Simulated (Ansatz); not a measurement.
**CdS: 5 runs along one coordinate**

System: CdS (I-4m2, 2 atoms in the cell).
Method: DFT PBE, scalar-relativistic, plane waves, PAW, no spin polarisation (Ansatz 0.2.0).

The 5 runs differ only in the geometry, by a strain of the cell at fixed fractional positions. Against run 3, the strain is εxx = η and εyy = η. The structure derives from an entry of the Crystallography Open Database.

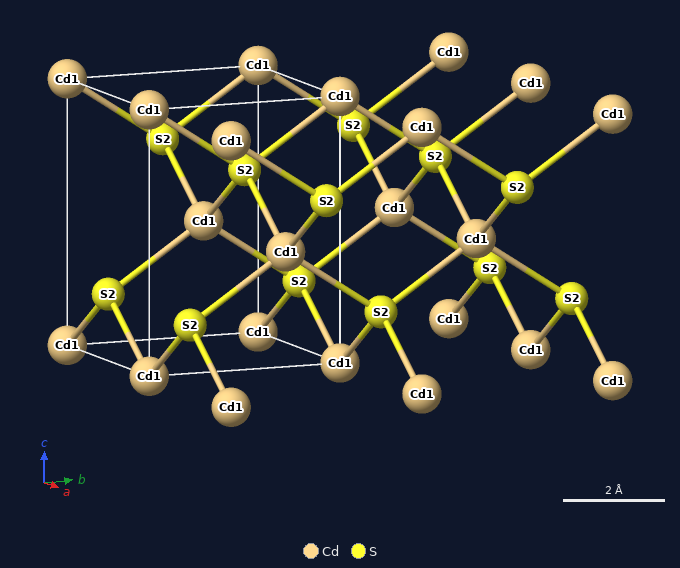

Figure 1. The structure of run 3 (ball-and-stick view of the cell 2 times as large as that of the calculation, set on its symmetry axes, repeated 2 × 2 × 1, seen slightly off an axis; atoms are numbered from 1 in the order of the input). An atom can appear more than once, as a periodic image.

## Input of run 3
```yaml
crystal:
  lattice:
    - [0.0, 2.91, 2.6772]
    - [2.91, 0.0, 2.6772]
    - [2.91, 2.91, 0.0]
  atoms:
    - { symbol: Cd, position: [0.0, 0.0, 0.0] }
    - { symbol: S, position: [0.75, 0.75, 0.75] }
basis:
  ecutwfc: 420
kpoints:
  mp_grid: { grid: [8, 8, 8] }
hamiltonian:
  xc: pbe
scf:
  occupations: { method: gaussian, width: 0.05 }
output:
  forces: true
  stress: true
  eigenvalues: true
```

Command:
```bash
ansatz run input.yaml --threads 1 --pin off --max-ram 2560MiB --backend cpu --events-out ev --progress --plain --runs-dir out
```

Lattice vectors (Å) and fractional positions of run 3:
```
   0.000000    2.910000    2.677200
   2.910000    0.000000    2.677200
   2.910000    2.910000    0.000000
Cd  0.000000  0.000000  0.000000
S   0.750000  0.750000  0.750000
```

Run 2 differs from it as follows:
```diff
-    - [0.0, 2.91, 2.6772]
-    - [2.91, 0.0, 2.6772]
-    - [2.91, 2.91, 0.0]
+    - [0.0, 2.7936, 2.6772]
+    - [2.7936, 0.0, 2.6772]
+    - [2.7936, 2.7936, 0.0]
```

## Results, with one run withheld

```tsv
run	strain parameter η (%)	free energy per atom, from the lowest run given (meV)	pressure (GPa)	gap on the mesh (eV)
1	−8.0000	499.78	32.64	1.61
2	−4.0000	?	?	?
3	0.0000	69.67	9.81	1.18
4	4.0000	0.73	3.17	0.96
5	8.0000	0.00	−1.42	0.74
```

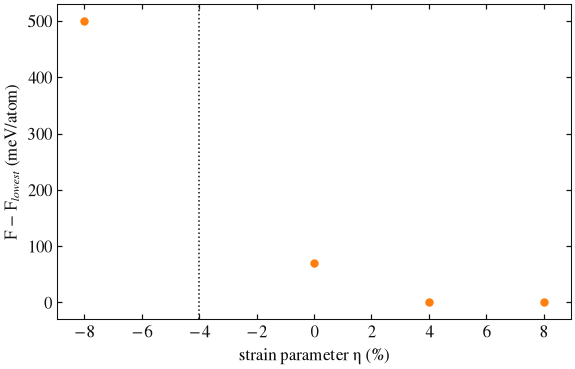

Figure 2. Free energy per atom of the runs given; the dotted line marks run 2.

What should run 2 give?

A quadratic polynomial in the coordinate, fitted to the 4 runs given, misses them by at most 6.37 meV per atom. With x = η − 1.0000, it reads F = 46.165 − 25.53 x + 2.7537 x² (meV per atom). At run 2 it gives 242.66 meV per atom, and the run itself gives 227.40. The fit has its minimum at η = 5.6356 %. The fit misses that run by 15.26 meV per atom. The gap on the mesh goes, without turning, from 1.61 eV in run 1 to 0.74 eV in run 5; run 2 has 1.39 eV. These are gaps of this functional on this mesh, which can miss the band edges; they aren't the measured gap.

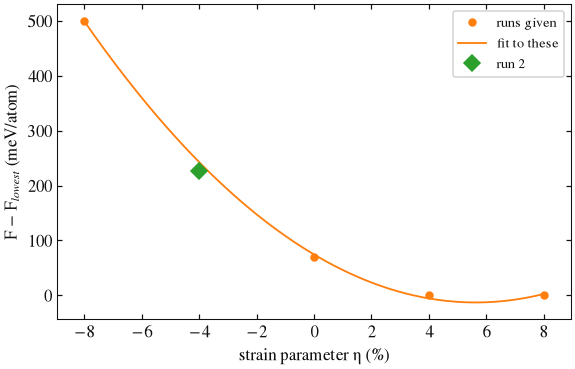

Figure 3. The fit and the withheld run.

## Output, shortened to warnings, some set-up lines, iterations and results (run 2)
```
Basis set: ecut = 420 eV, 829 PW (Γ), exchange–correlation on 54×54×54 points (8 copies of the dense FFT grid, shifted against one another)
Symmetry: 8 space group operations
k-points: 59 of 512 (time reversal used)
Initial density: superposition of atomic densities (neutral atoms: chi_scale 0, normalization atom), corrected by the library's trained network
[...]
SCF iter   1: F=—  HF=-9157.323037 eV  |F-HF|=—  |Δ(HF+E_count)|=         —  Δρ=7.42e-4  dr2=1.49e-4  ethr=1.77e-3  ⟨swp⟩=5.4  Hψ=4942  notcnv=0
SCF iter   2: F=—  HF=-9157.323299 eV  |F-HF|=—  |Δ(HF+E_count)|=   2.62e-4  Δρ=3.46e-4  dr2=2.84e-5  ethr=5.75e-7  ⟨swp⟩=2.8  Hψ=2381  notcnv=0
SCF iter   3: F=—  HF=-9157.323323 eV  |F-HF|=—  |Δ(HF+E_count)|=   2.41e-5  Δρ=1.18e-4  dr2=2.80e-6  ethr=1.09e-7  ⟨swp⟩=2.5  Hψ=1846  notcnv=0
SCF iter   4: F=—  HF=-9157.323358 eV  |F-HF|=—  |Δ(HF+E_count)|=   3.48e-5  Δρ=3.81e-5  dr2=4.71e-7  ethr=1.08e-8  ⟨swp⟩=2.0  Hψ=1534  notcnv=0
SCF iter   5: F=-9157.323361 eV  HF=-9157.323361 eV  |F-HF|=6.70e-8  |Δ(HF+E_count)|=   2.40e-6  Δρ=1.59e-5  dr2=6.06e-8  ethr=1.81e-9  ⟨swp⟩=2.0  Hψ=1534  notcnv=0
SCF iter   6: F=-9157.323361 eV  HF=-9157.323361 eV  |F-HF|=5.04e-10  |Δ(HF+E_count)|=   8.84e-8  Δρ=6.03e-6  dr2=8.12e-9  ethr=2.33e-10  ⟨swp⟩=2.1  Hψ=3417  notcnv=0
SCF 1 converged in 6 iterations: F = -9157.323361 eV  dr2 = 8.12e-9
SCF converged after 6 iterations
Free energy (F): -9157.323361 eV
Harris-Foulkes:  -9157.323361 eV  (|F-HF|=5.04e-10)
Internal energy: -9157.323361 eV  (E = F + TS)
E sigma→0 (E₀):  -9157.323361 eV
Fermi energy:    10.396054 eV
--- Per-component energies (eV) ---
  E_band       = -451.926965
  E_kinetic    = 617.227078
  E_local      = -3749.704620  (includes V_loc(G=0)·N_el)
  E_nonlocal   = 61.985788
  E_hartree    = 1737.527176
  E_xc         = -276.415759
  E_vxc        = -312.559619  (∫ρ·V_xc dr)
  E_paw        = -4683.169625  (= ΣΔE_a)
  E_vpaw       = -543.926670  (= ΣTr[D̂ρ^β])
  E_aug_tail   = 0.000015  (compensation charges beyond the density's cutoff)
  E_ewald      = -2864.773414
  E_smearing   = -0.000000  (= −TS)
  E_closure    = 0.000000  (closes the sum)
  Σ components = -9157.323361   (vs F -9157.323361, Δ=0.00e0)
--- Forces (eV/Å), atoms counted from 1 ---
  atom   1  Cd    -0.00000000    -0.00000000    -0.00000000
  atom   2  S      0.00000000     0.00000000    -0.00000000
  max |Σ_I F_I| component: 1.58e-16 eV/Å
--- Stress (GPa, compression-positive) ---
       19.345412      -0.000000       0.000000
        0.000000      19.345412       0.000000
       -0.000000       0.000000      19.116644
  P = ⅓ Tr σ = 19.2692 GPa (192.692 kbar)
```
